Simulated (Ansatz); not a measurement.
**Si: density, localisation and related maps**

Input file:

```
crystal:
  lattice:
    - [-0.1301419748, 2.6586146279, 2.6586146279]
    - [2.6586146279, -0.1301419748, 2.6586146279]
    - [2.6586146279, 2.6586146279, -0.1301419748]
  atoms:
    - { symbol: Si, position: [0.5, 0.5, 0.5] }
    - { symbol: Si, position: [0.75, 0.75, 0.75] }
basis:
  ecutwfc: 500
kpoints:
  mp_grid: { grid: [10, 10, 10] }
hamiltonian:
  xc: r2scan
scf:
  occupations: { method: gaussian, width: 0.05 }
output:
  forces: true
  stress: true
  eigenvalues: true
  write_density: true
  write_potential: true
  elf: true
  volumetric_format: npy
```

Launched as:

```sh
ansatz run input.yaml --threads 1 --pin off --max-ram 2560MiB --backend cpu --events-out ev --progress --plain --runs-dir out
```

Below, planes, directions and counts refer to the conventional cell (a = 3.94 Å, b = 3.94 Å, c = 8.98 Å, α = 90.00°, β = 90.00°, γ = 120.00°).

Space group R-3m; not relaxed (largest force 1.0 eV/Å).

These are results of DFT r2SCAN, scalar-relativistic, plane waves, PAW (Ansatz 0.2.0), not measurements.

In a PAW calculation such maps are meaningful between the atoms, not at the nuclei.

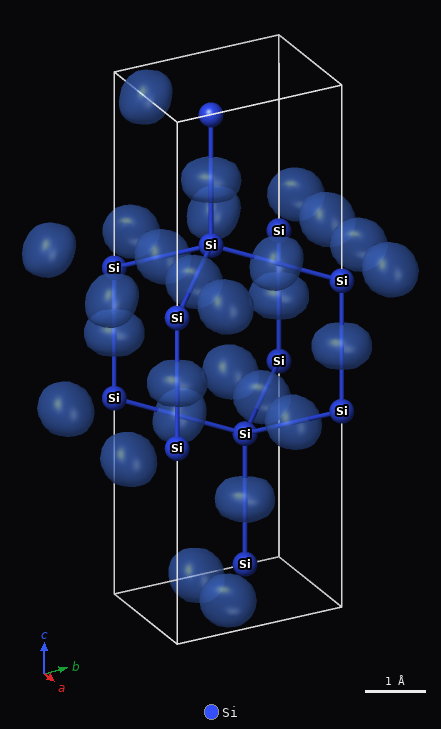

Figure 1. Isosurface of the electron localisation function at 0.9 (blue), seen slightly off an axis. Core shells and regions of very low density are left out. Sticks mark near contacts.

Question: Identify the bonds, lone pairs and shells in this picture.

Answer: The surface consists of twelve regions between bonded Si–Si atoms (shared pairs), counted in one cell of 6 atoms. Any copies at cell faces, edges or corners count once. Along the contacts the grid gives the following. Si–Si (2.25 Å): the ELF peaks at about 0.95 between the atoms, as expected for a shared electron pair. Si–Si (2.40 Å): the ELF peaks at about 0.95 between the atoms; localised, covalent bonding.

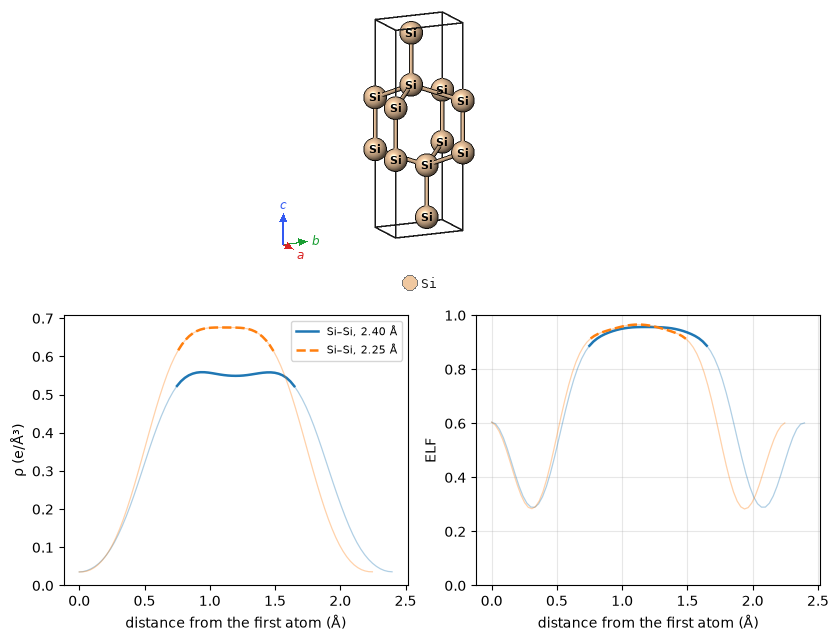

Figure 2. Valence pseudo-density and electron localisation function along straight lines between neighbouring atoms. Thin, pale parts lie inside the atomic spheres. The structure is drawn too.

Question: Compare the contacts.

Answer: Si–Si (2.40 Å): ρ at the midpoint is about 0.55 e/Å³; the ELF peaks at about 0.95 between the atoms (a covalent bond).
Si–Si (2.25 Å): ρ at the midpoint is about 0.68 e/Å³; the ELF peaks at about 0.95 between the atoms: a covalent bond.

Question: Does the calculation make it a metal, or give it a gap?

Answer: It is gapped, with a Kohn–Sham gap of 0.59 eV on the k-point mesh, an upper bound to the gap of this method.
